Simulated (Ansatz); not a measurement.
Run report: SrTiO3, single-point calculation (part 1 of 2)

SrTiO3 (Pm-3m, 35 atoms in the cell), computed with DFT PBEsol, scalar-relativistic, plane waves, PAW, no spin polarisation (Ansatz 0.2.0).

The structure derives from a Materials Project entry. It belongs to a series of runs on one base structure; here: the perfect crystal in a cell of 35 atoms.

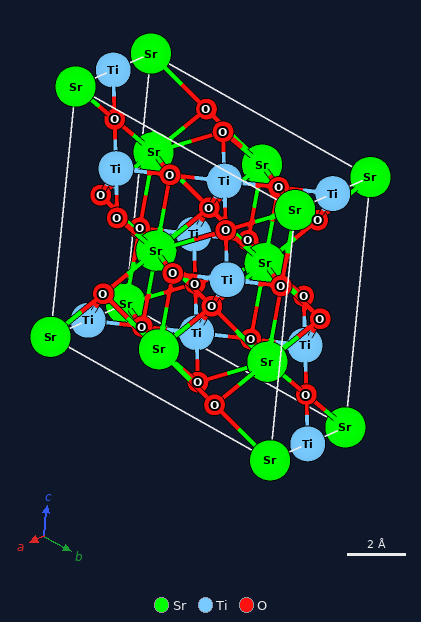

**Figure 1.** The structure as given in the input (ball-and-stick view of the cell of the calculation, seen slightly off an axis). An atom can appear more than once, as a periodic image.

**Key numbers**

- outcome: converged
- space group (tolerance 0.01 Å): Pm-3m (221)
- electrons treated: 280
- free energy: −53600.7010 eV
- Fermi energy: 10.900 eV
- gap on the k-point mesh: 1.91 eV
- pressure: 0.00 GPa
- largest force (length of the vector): under 0.001 eV/Å
- hardware: 8 threads of AMD EPYC (Zen 3), 24 GiB of memory available, shared host
- wall time: 7.1 s (CPU time 52 s)
- peak memory: 2.1 GiB

**Input**
```yaml
crystal:
  lattice:
    - [-3.8911418682, 3.8911418682, -3.8911418682]
    - [7.7822837364, 3.8911418682, 0.0]
    - [0.0, -7.7822837364, -3.8911418682]
  atoms:
    - { symbol: Sr, position: [0.8571428571, 0.4285714286, 0.1428571429] }
    - { symbol: Sr, position: [0.1428571429, 0.5714285714, 0.8571428571] }
    - { symbol: Sr, position: [0.5714285714, 0.2857142857, 0.4285714286] }
    - { symbol: Sr, position: [0.4285714286, 0.7142857143, 0.5714285714] }
    - { symbol: Sr, position: [0.7142857143, 0.8571428571, 0.2857142857] }
    - { symbol: Sr, position: [0.0, 0.0, 0.0] }
    - { symbol: Sr, position: [0.2857142857, 0.1428571429, 0.7142857143] }
    - { symbol: Ti, position: [0.0714285714, 0.2857142857, 0.4285714286] }
    - { symbol: Ti, position: [0.3571428571, 0.4285714286, 0.1428571429] }
    - { symbol: Ti, position: [0.7857142857, 0.1428571429, 0.7142857143] }
    - { symbol: Ti, position: [0.6428571429, 0.5714285714, 0.8571428571] }
    - { symbol: Ti, position: [0.9285714286, 0.7142857143, 0.5714285714] }
    - { symbol: Ti, position: [0.2142857143, 0.8571428571, 0.2857142857] }
    - { symbol: Ti, position: [0.5, 0.0, 0.0] }
    - { symbol: O, position: [0.2142857143, 0.3571428571, 0.2857142857] }
    - { symbol: O, position: [0.5, 0.5, 0.0] }
    - { symbol: O, position: [0.9285714286, 0.2142857143, 0.5714285714] }
    - { symbol: O, position: [0.7857142857, 0.6428571429, 0.7142857143] }
    - { symbol: O, position: [0.0714285714, 0.7857142857, 0.4285714286] }
    - { symbol: O, position: [0.3571428571, 0.9285714286, 0.1428571429] }
    - { symbol: O, position: [0.6428571429, 0.0714285714, 0.8571428571] }
    - { symbol: O, position: [0.3571428571, 0.4285714286, 0.6428571429] }
    - { symbol: O, position: [0.6428571429, 0.5714285714, 0.3571428571] }
    - { symbol: O, position: [0.0714285714, 0.2857142857, 0.9285714286] }
    - { symbol: O, position: [0.9285714286, 0.7142857143, 0.0714285714] }
    - { symbol: O, position: [0.2142857143, 0.8571428571, 0.7857142857] }
    - { symbol: O, position: [0.5, 0.0, 0.5] }
    - { symbol: O, position: [0.7857142857, 0.1428571429, 0.2142857143] }
    - { symbol: O, position: [0.1428571429, 0.0714285714, 0.3571428571] }
    - { symbol: O, position: [0.4285714286, 0.2142857143, 0.0714285714] }
    - { symbol: O, position: [0.8571428571, 0.9285714286, 0.6428571429] }
    - { symbol: O, position: [0.7142857143, 0.3571428571, 0.7857142857] }
    - { symbol: O, position: [0.0, 0.5, 0.5] }
    - { symbol: O, position: [0.2857142857, 0.6428571429, 0.2142857143] }
    - { symbol: O, position: [0.5714285714, 0.7857142857, 0.9285714286] }
basis:
  ecutwfc: 420
  xc_grid: 2
kpoints:
  mp_grid: { grid: [3, 3, 3], shift: [0.0, 0.0, 0.0] }
hamiltonian:
  xc: pbesol
scf:
  occupations: { method: gaussian, width: 0.02 }
output:
  forces: true
  stress: true
  eigenvalues: true
  write_density: true
  write_potential: true
  elf: true
  volumetric_format: npy
```

Launched with:
```bash
ansatz run input.yaml --threads 8 --pin off --max-ram 16384MiB --backend cpu --events-out ev --progress --plain --runs-dir out
```

**The program's output**
```
Engine: ansatz 0.2.0, x86_64-unknown-linux-gnu
Pseudopotentials: kind: paw
Pseudopotential: Sr, paw, valence charge 10, recommended cutoff 420 eV (normal), Sr.paw.azcp
Pseudopotential: Ti, paw, valence charge 12, recommended cutoff 420 eV (normal), Ti.paw.azcp
Pseudopotential: O, paw, valence charge 6, recommended cutoff 420 eV (normal), O.paw.azcp
Functional definition: PBEsol
  exchange = pbesol_x
  correlation = pbesol_c
Crystal: 35 atoms, lattice volume = 412.410 Å³
Basis set: ecut = 420 eV, 8083 PW (Γ), exchange–correlation on 96×120×120 points (8 copies of the dense FFT grid, shifted against one another)
Bands: 175, of which v1, the nominal top of the filled ones, is band 140 counted from 1 (139 counted from 0)
Symmetry: 42 space group operations
Space group: Pm-3m (ITA 221), of the structure as read, at distance tolerance 7.4e-5 Å
k-points: 6 of 27
Non-local potential: Sr, projectors of the file, l = 0: 3, l = 1: 2, l = 2: 2
Non-local potential: Ti, projectors of the file, l = 0: 3, l = 1: 2, l = 2: 3, l = 3: 1
Non-local potential: O, projectors of the file, l = 0: 2, l = 1: 2, l = 2: 1
PAW form: soft (Blöchl's): semilocal exchange-correlation on the pseudo side does not see the compensation charge
PAW frozen core: Sr, regenerated for the run's functional, and the local potential with it (the file was generated under x = pbe(κ = 0.804, μ = 0.2195149727645171), c = pbe(β = 0.06672455060314922))
PAW frozen core: Ti, regenerated for the run's functional, and the local potential with it (the file was generated under x = pbe(κ = 0.804, μ = 0.2195149727645171), c = pbe(β = 0.06672455060314922))
PAW frozen core: O, regenerated for the run's functional, and the local potential with it (the file was generated under x = pbe(κ = 0.804, μ = 0.2195149727645171), c = pbe(β = 0.06672455060314922))
PAW one-centre angular grid: Sr, 110 points (default); XC on 64 Gauss nodes
PAW one-centre angular grid: Ti, 590 points (default); XC on 64 Gauss nodes
PAW one-centre angular grid: O, 110 points (default); XC on 64 Gauss nodes
Initial density: superposition of atomic densities (neutral atoms: chi_scale 0, normalization atom), corrected by the library's trained network
Initial wavefunctions: pseudopotential atomic-orbital guess
Functional: x = pbesol(κ = 0.804, μ = 0.12345679012345678), c = pbesol(β = 0.046)
SCF iter   1: F=—  HF=-53600.926086 eV  |F-HF|=—  |Δ(HF+E_count)|=         —  Δρ=1.70e-2  dr2=1.00e0  ethr=1.77e-3  ⟨swp⟩=6.8  Hψ=4674  notcnv=0  defer=23
preconditioner: auto → Resta (q_TF=auto, 2.558 Å⁻¹)  ε∞=5.8  [insulator: Δε(μ)=1.715 eV  Ē_g=12.140 eV  σ=0.020 eV  W_gap=1.00  n_scr=108 (ndim 8)  ℏωp=26.5 eV  f_vac=0.000  D(μ)=0.00/eV (n_scr^D=0)  ε∞_Penn≈5.8]
SCF iter   2: F=—  HF=-53600.715849 eV  |F-HF|=—  |Δ(HF+E_count)|=   2.10e-1  Δρ=4.26e-3  dr2=8.34e-2  ethr=3.57e-4  ⟨swp⟩=2.0  Hψ=1628  notcnv=0  defer=171
SCF iter   3: F=—  HF=-53600.702697 eV  |F-HF|=—  |Δ(HF+E_count)|=   1.32e-2  Δρ=1.29e-3  dr2=6.79e-3  ethr=2.98e-5  ⟨swp⟩=2.0  Hψ=1294  notcnv=0  defer=172
SCF iter   4: F=—  HF=-53600.701927 eV  |F-HF|=—  |Δ(HF+E_count)|=   7.70e-4  Δρ=1.40e-4  dr2=5.66e-5  ethr=2.42e-6  ⟨swp⟩=2.0  Hψ=1171  notcnv=0  defer=172
SCF iter   5: F=—  HF=-53600.700989 eV  |F-HF|=—  |Δ(HF+E_count)|=   9.38e-4  Δρ=2.91e-5  dr2=2.03e-6  ethr=2.02e-8  ⟨swp⟩=2.0  Hψ=1499  notcnv=0  defer=172
SCF iter   6: F=—  HF=-53600.700993 eV  |F-HF|=—  |Δ(HF+E_count)|=   3.33e-6  Δρ=5.52e-6  dr2=1.56e-7  ethr=3.57e-11  ⟨swp⟩=19.8  Hψ=10279  notcnv=0
SCF iter   7: F=-53600.700993 eV  HF=-53600.700993 eV  |F-HF|=1.02e-10  |Δ(HF+E_count)|=   1.49e-7  Δρ=1.18e-6  dr2=3.52e-9  ethr=3.57e-11  ⟨swp⟩=8.7  Hψ=6244  notcnv=0
SCF 1 converged in 7 iterations: F = -53600.700993 eV  dr2 = 3.52e-9
  greatest PAW one-centre occupation: 0.999 electrons in one spin orbital (limit 2), on the Ti atom at site 13 (counted from 0), in its partial waves of l = 0
SCF converged after 7 iterations
Free energy (F): -53600.700993 eV
Harris-Foulkes:  -53600.700993 eV  (|F-HF|=1.02e-10)
Internal energy: -53600.700993 eV  (E = F + TS)
E sigma→0 (E₀):  -53600.700993 eV
Fermi energy:    10.899689 eV
--- Per-component energies (eV) ---
  E_band       = -1414.640529
  E_kinetic    = 7323.462462
  E_local      = -16569.404140  (includes V_loc(G=0)·N_el)
  E_nonlocal   = 2460.489940
  E_hartree    = 5778.957955
  E_xc         = -3437.273590
  E_vxc        = -3983.293017  (∫ρ·V_xc dr)
  E_paw        = -28848.447516  (= ΣΔE_a)
  E_vpaw       = -2203.863897  (= ΣTr[D̂ρ^β])
  E_aug_tail   = 0.053140  (compensation charges beyond the density's cutoff)
  E_ewald      = -20311.196412
  E_core_change = 2.657168  (= ΣΔE_core)
  E_smearing   = -0.000000  (= −TS)
  E_closure    = -0.000000  (closes the sum)
  Σ components = -53600.700993   (vs F -53600.700993, Δ=0.00e0)
--- Forces (eV/Å), atoms counted from 1 ---
  atom   1  Sr    -0.00000000     0.00000000     0.00000000
  atom   2  Sr     0.00000000    -0.00000000    -0.00000000
  atom   3  Sr    -0.00000000     0.00000000     0.00000000
  atom   4  Sr     0.00000000     0.00000000    -0.00000000
  atom   5  Sr    -0.00000000    -0.00000000     0.00000000
  atom   6  Sr     0.00000000     0.00000000    -0.00000000
  atom   7  Sr    -0.00000000     0.00000000    -0.00000000
  atom   8  Ti     0.00000000     0.00000000     0.00000000
  atom   9  Ti    -0.00000000     0.00000000    -0.00000000
  atom  10  Ti     0.00000000     0.00000000    -0.00000000
  atom  11  Ti    -0.00000000    -0.00000000     0.00000000
  atom  12  Ti     0.00000000     0.00000000     0.00000000
  atom  13  Ti     0.00000000    -0.00000000     0.00000000
  atom  14  Ti    -0.00000000    -0.00000000    -0.00000000
  atom  15  O     -0.00000000     0.00000000    -0.00000000
  atom  16  O      0.00000000    -0.00000000    -0.00000000
  atom  17  O     -0.00000000     0.00000000     0.00000000
  atom  18  O      0.00000000    -0.00000000    -0.00000000
  atom  19  O      0.00000000     0.00000000     0.00000000
  atom  20  O      0.00000000    -0.00000000     0.00000000
  atom  21  O      0.00000000     0.00000000    -0.00000000
  atom  22  O     -0.00000000     0.00000000     0.00000000
  atom  23  O      0.00000000     0.00000000    -0.00000000
  atom  24  O      0.00000000     0.00000000     0.00000000
  atom  25  O      0.00000000    -0.00000000     0.00000000
  atom  26  O     -0.00000000     0.00000000     0.00000000
  atom  27  O     -0.00000000     0.00000000     0.00000000
  atom  28  O      0.00000000    -0.00000000    -0.00000000
  atom  29  O      0.00000000     0.00000000    -0.00000000
  atom  30  O     -0.00000000     0.00000000     0.00000000
  atom  31  O      0.00000000    -0.00000000     0.00000000
  atom  32  O     -0.00000000     0.00000000     0.00000000
  atom  33  O      0.00000000    -0.00000000    -0.00000000
  atom  34  O     -0.00000000    -0.00000000    -0.00000000
  atom  35  O      0.00000000     0.00000000    -0.00000000
  max |Σ_I F_I| component: 3.12e-26 eV/Å
--- Stress (GPa, compression-positive) ---
       -0.004894       0.000877      -0.000877
        0.000877      -0.004894       0.000877
       -0.000877       0.000877      -0.004894
  P = ⅓ Tr σ = -0.0049 GPa (-0.049 kbar)
--- Band table (eV; the first three rows and the last of 6) ---
  k-point 0: bands = ["-46.0807", "-46.0782", "-46.0782", "-46.0782", "-46.0782", "-46.0782", "-46.0782", "-22.5920", "-22.5920", "-22.5920", "-22.5920", "-22.5920", "-22.5920", "-22.5441", "-22.5132", "-22.5132", "-22.5132", "-22.5132", "-22.5132", "-22.5132", "-22.4781", "-22.4781", "-22.4781", "-22.4781", "-22.4781", "-22.4781", "-22.4679", "-22.4679", "-22.4679", "-22.4455", "-22.4455", "-22.4455", "-22.4455", "-22.4455", "-22.4455", "-7.3857", "-7.0770", "-7.0770", "-7.0770", "-7.0770",
      "-7.0770", "-7.0770", "-6.3719", "-6.3719", "-6.3355", "-6.3355", "-6.3355", "-6.3355", "-6.3355", "-6.3355", "-6.2195", "-6.2195", "-6.2195", "-6.2195", "-6.2195", "-6.2195", "-4.5899", "-4.5899", "-4.5899", "-4.5899", "-4.5899", "-4.5899", "-4.5719", "-4.5719", "-4.5719", "-4.2861", "-4.2861", "-4.2861", "-4.2861", "-4.2861", "-4.2861", "-4.1757", "-4.1757", "-4.1757", "-4.1757", "-4.1757", "-4.1757", "5.6250", "5.6250", "5.6250",
      "5.6250", "5.6250", "5.6250", "5.9097", "5.9097", "5.9097", "5.9097", "5.9097", "5.9097", "6.3642", "6.3642", "6.3642", "6.3642", "6.3642", "6.3642", "6.8146", "6.8146", "6.8146", "6.8146", "6.8146", "6.8146", "6.9613", "6.9613", "6.9613", "6.9613", "6.9613", "6.9613", "7.1520", "7.1520", "7.1520", "7.8178", "7.8178", "7.8178", "7.8178", "7.8178", "7.8178", "8.7306", "8.7306", "8.7306", "8.7306",
      "8.7306", "8.7306", "8.7956", "8.7956", "8.7956", "8.8298", "8.8298", "8.8298", "8.8298", "8.8298", "8.8298", "9.5004", "9.5004", "9.5004", "9.5004", "9.5004", "9.5004", "9.6624", "9.6624", "9.6624", "11.8556", "11.8556", "11.8556", "13.3710", "13.3710", "13.3710", "13.3710", "13.3710", "13.3710", "13.8618", "13.8618", "13.8618", "13.8618", "13.8618", "13.8618", "14.0072", "14.0072", "14.0072", "14.0072", "14.0072",
      "14.0072", "14.4587", "14.4587", "15.3264", "15.3264", "15.9378", "15.9378", "15.9378", "15.9378", "15.9378", "15.9378", "16.1280", "17.6975", "17.6975", "17.6975"]
```
